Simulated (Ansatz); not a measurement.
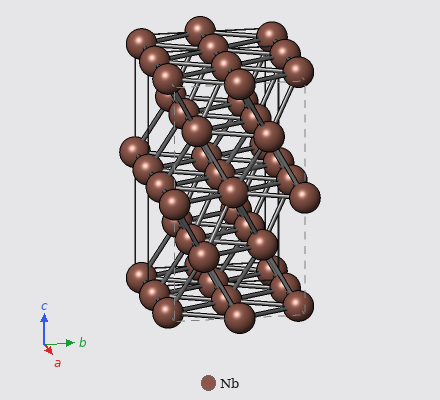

Nb (Fddd, No. 70): coordinates from a relaxation with Ansatz, DFT, PBE, plane waves (420 eV) with PAW, scalar-relativistic; the starting structure was generated, so it need not be a known form of this composition.

```cif
data_structure
_symmetry_space_group_name_H-M 'Fddd:1'
_symmetry_Int_Tables_number 70
_cell_length_a 2.7618
_cell_length_b 5.4160
_cell_length_c 9.8843
_cell_angle_alpha 90.000
_cell_angle_beta 90.000
_cell_angle_gamma 90.000
_cell_volume 147.85
loop_
_atom_site_label
_atom_site_type_symbol
_atom_site_symmetry_multiplicity
_atom_site_Wyckoff_symbol
_atom_site_fract_x
_atom_site_fract_y
_atom_site_fract_z
_atom_site_occupancy
Nb1 Nb 8 b 0.75000 0.75000 0.75000 1
```

What will a Z-contrast image along [101] show? The image is simulated as a sum over atoms of Z^1.8, blurred by a 0.63 Å probe (no channelling). Shot noise was added.

Answer. The columns repeat on a centred rectangular net of 2.66 × 5.42 Å (plane group c2mm). All columns are alike (Nb). The shortest distance between visible columns is 1.35 Å in projection. Along the beam the structure repeats every 5.13 Å.

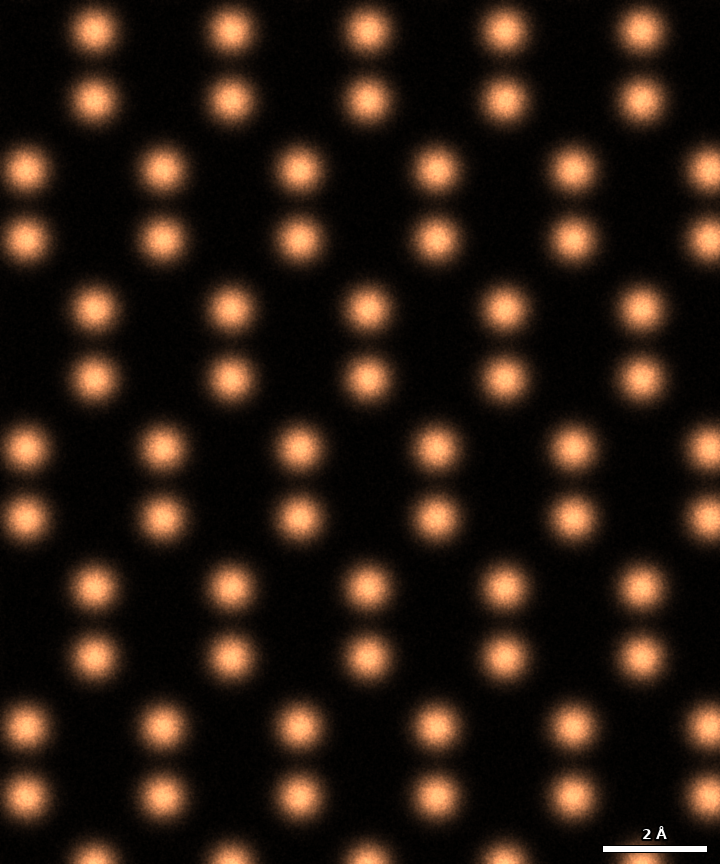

The simulated image.
